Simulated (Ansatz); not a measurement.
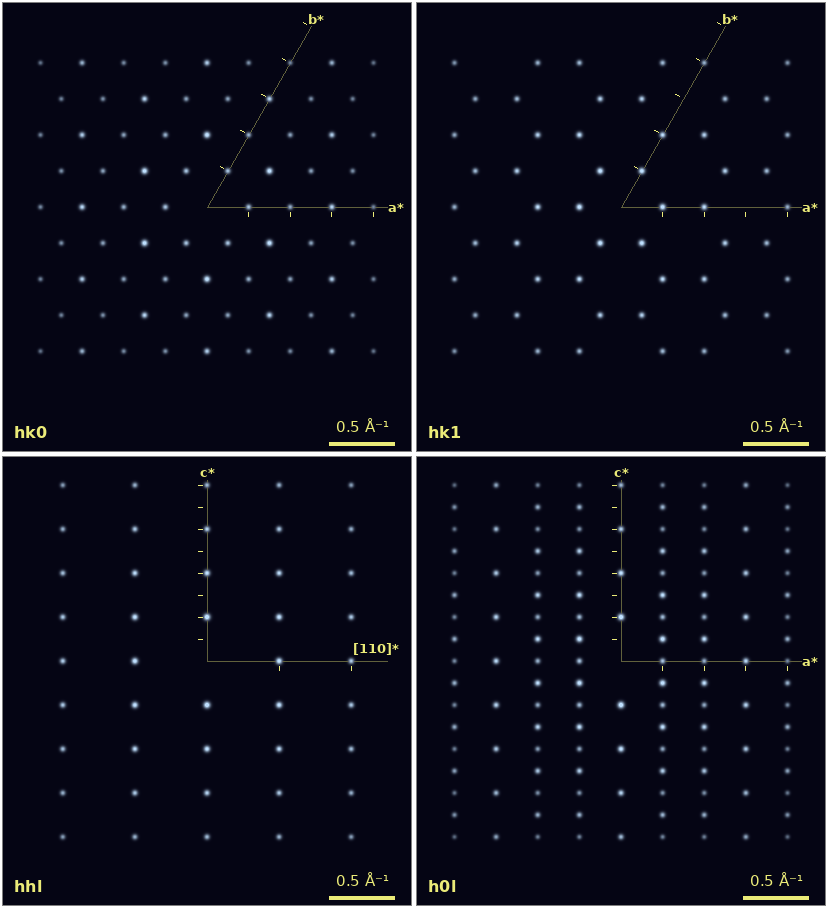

Simulated precession-type sections (X-rays; kinematic intensities, B = 0.5 Å²). The ticks mark integer indices of the conventional cell.

What cell do the layers give?

a* = 0.325, b* = 0.325, c* = 0.172 Å⁻¹, γ* = 60°; the cell is hexagonal with a = 3.55 Å, c = 5.83 Å (hexagonal axes).

Which reflection conditions do the layers show?

Reflections are present only under these conditions. hkl: no condition; hk0: no condition; h0l: no condition; hhl: l = 2n; 00l: l = 2n. The lattice is primitive (P). Further gaps, such as 3 0 1, 0 3 1, 3 0 3, come from atoms on special positions, not from the group's general conditions.

Which space groups fit?

The intensities have Laue symmetry 6/mmm (the hk0 layer shows 6mm, hk1 shows 6mm). With these conditions the candidates are P6_3mc (No. 186), P-62c (No. 190), P6_3/mmc (No. 194). Diffraction geometry alone does not choose among them; the structure has P6_3/mmc. The compound is Pb. Structure: the geometry relaxed with DFT, PBE, plane waves (420 eV) with PAW, scalar-relativistic (Ansatz); the starting structure was generated, so it need not be a known form of this composition.
